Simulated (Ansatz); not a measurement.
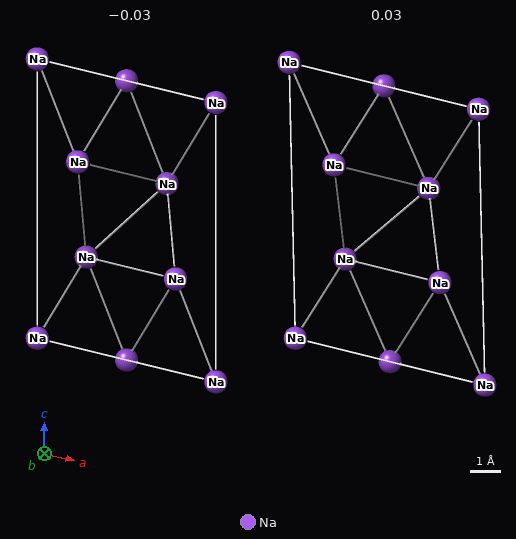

Crystalline Na (set up in C2/m), under biaxial strain in the a–b plane (c relaxed, atoms fixed by symmetry), with energies (extrapolated to zero smearing) counted from the relaxed crystal, which is the row at zero. The picture shows the first and the last member. The picture is a ball-and-stick view of the cell of the calculation, seen along the b axis.

Computed with Ansatz 0.2.0: DFT PBEsol, scalar-relativistic, plane waves, PAW. Settings: plane-wave cutoff 420 eV; k-point mesh 6 × 10 × 4; occupations gaussian; smearing width 0.1 eV; no spin polarisation; force threshold 0.008 eV/Å.

```
strain  energy (meV/atom)  a (Å)  b (Å)  c (Å)
 −0.03               3.94  6.215  3.629  9.441
 −0.02               1.49  6.279  3.667  9.438
 −0.01               0.21  6.343  3.704  9.426
   0.0               0.00  6.407  3.742  9.416
  0.01               0.56  6.471  3.779  9.388
  0.02                  ?      ?      ?      ?
  0.03               3.95  6.600  3.854  9.327
```

One row is withheld. What does the calculation give there?

A parabola through three neighbouring rows (0.0, 0.01, 0.03) gives, with Lagrange weights, (−0.3333)(0.00) + (1.0000)(0.56) + (0.3333)(3.95) = 1.88 meV/atom. The calculation gives 1.89 meV/atom (a = 6.536 Å, b = 3.816 Å, c = 9.357 Å). The estimate is 0.01 meV/atom too low. From the first member to the last: Na–Na 3.629 → 3.854 Å, Na–Na 3.599 → 3.821 Å, Na–Na 3.738 → 3.784 Å.

The whole series:

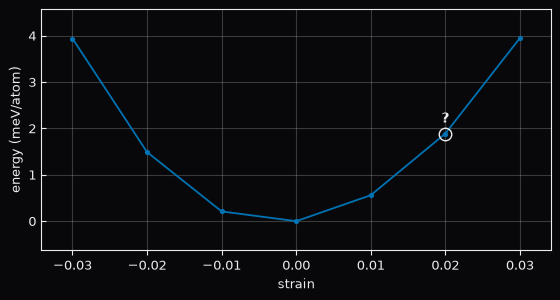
